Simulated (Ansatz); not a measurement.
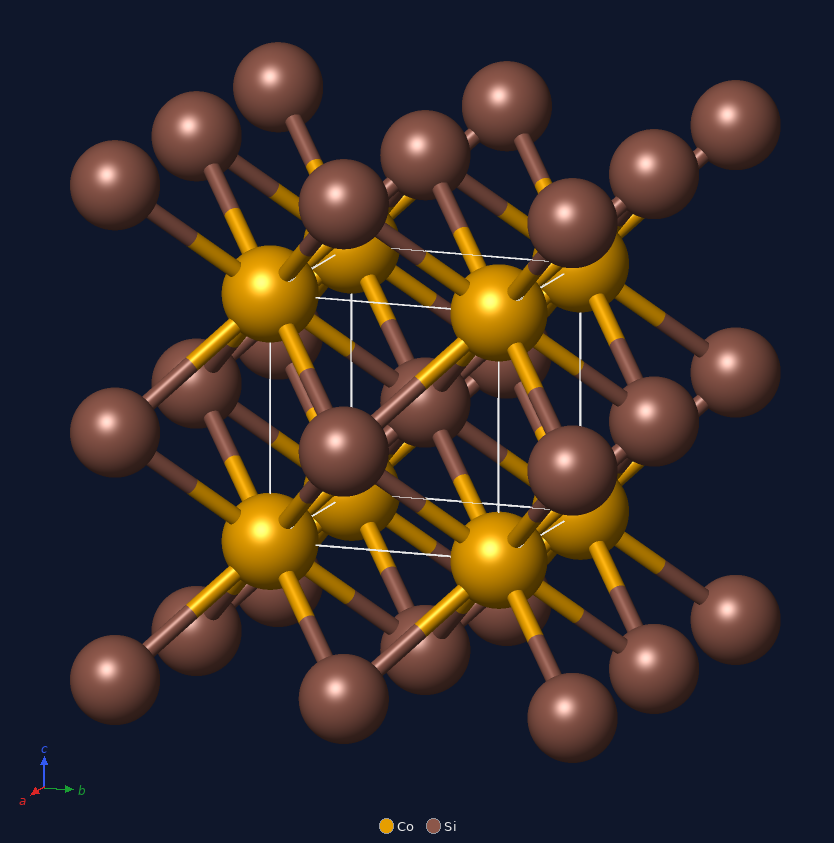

Drawn in the ball-and-stick manner and seen slightly off an axis. The wireframe shows the conventional unit cell. Atoms outside the box are added where they are bonded to one inside.

CoSi, space group Pmmm (No. 47), a = 2.64 Å, b = 2.75 Å, c = 2.86 Å, α = 90.00°, β = 90.00°, γ = 90.00°.

The numbers come from DFT PBEsol, scalar-relativistic, plane waves, PAW (Ansatz 0.2.0), using a basis cut at 420 eV, k-points about 0.11 Å⁻¹ apart, Gaussian smearing of 0.15 eV, collinear spins. The state is ferromagnetic, in a cell of 2 atoms.

**How large a gap does the method give, if there is one?**

A metal: bands cross the Fermi level.

**What is the pressure at this volume?**

The computed pressure is 0.3 GPa (compressed: it would expand). The stress isn't hydrostatic: its largest component is 3.5 GPa.

The model was built from a structure listed in the Materials Project. The cell was then strained or its atoms displaced on purpose. Ansatz was used for an electronic-structure calculation on it.
